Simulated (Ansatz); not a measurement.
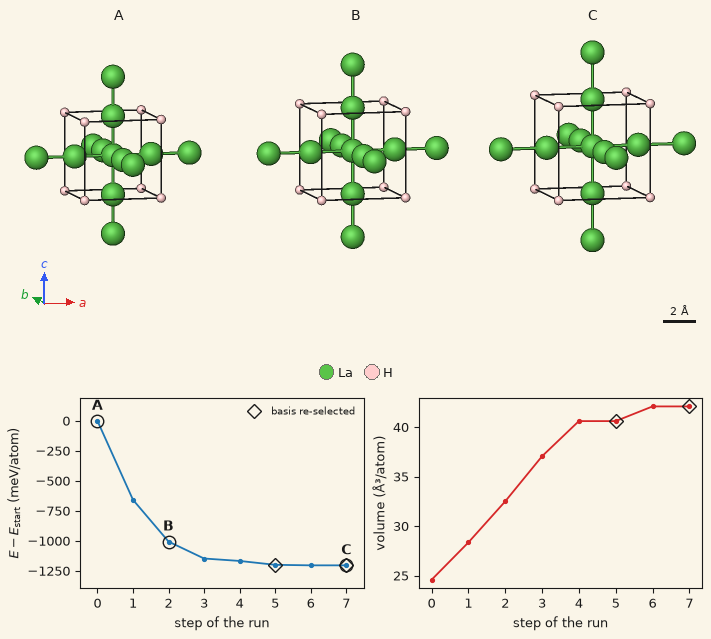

Frames of a relaxation of crystalline La4H (a generated structure, set up in Pm-3m) (coarse preliminary run), marked on the history of the run. The picture is a ball-and-stick view of the cell of the calculation, seen slightly off an axis.

These are results of DFT PBE, scalar-relativistic, plane waves, PAW (Ansatz), not measurements.

Input file:
```yaml
crystal:
  lattice:
    - [4.9721103, 0.0, 0.0]
    - [0.0, 4.9721103, 0.0]
    - [0.0, 0.0, 4.9721103]
  atoms:
    - { symbol: La, position: [0.5, 0.5, 0.5] }
    - { symbol: La, position: [0.0, 0.5, 0.5] }
    - { symbol: La, position: [0.5, 0.0, 0.5] }
    - { symbol: La, position: [0.5, 0.5, 0.0] }
    - { symbol: H, position: [0.0, 0.0, 0.0] }
basis:
  ecutwfc: 420
kpoints:
  mp_grid: { grid: [4, 4, 4] }
hamiltonian:
  xc: pbe
scf:
  occupations: { method: gaussian, width: 0.1 }
  lower_state_search: "off"
output:
  forces: true
  stress: true
  eigenvalues: true
relax:
  adjacent_minimum: "off"
  f_tol: 0.04
  max_steps: 70
  cell: { stress_tol: 0.4 }
```

Command:
```bash
ansatz run input.yaml --threads 1 --pin off --max-ram 2048MiB --backend cpu --events-out ev --progress --plain --runs-dir out
```

What happens along the run?

The atoms keep their places relative to the cell (all moves are under 0.005 Å). Cell: a = b = c 4.972 → 5.949 Å (+19.6 %). Volume +71.2 %. Near-neighbour distances that change, for instance: La2–La3 3.516 → 4.206 Å, La1–La2 2.486 → 2.974 Å. The space group stays Pm-3m (No. 221). The energy falls by 1203 meV per atom in 5 accepted moves (7 points after the start). All forces vanish by symmetry, so only the cell relaxes. Pressure: 37.29 GPa at the start and 0.21 GPa at the end. The SCF was repeated twice at an unchanged geometry on a basis and grid sized afresh for the cell, which shifted the energy by 32.3 meV per atom at most. From step 0 to 2: volume +32.2 %, energy −1005 meV per atom. From step 2 to 7: volume +29.5 %, energy −198 meV per atom.
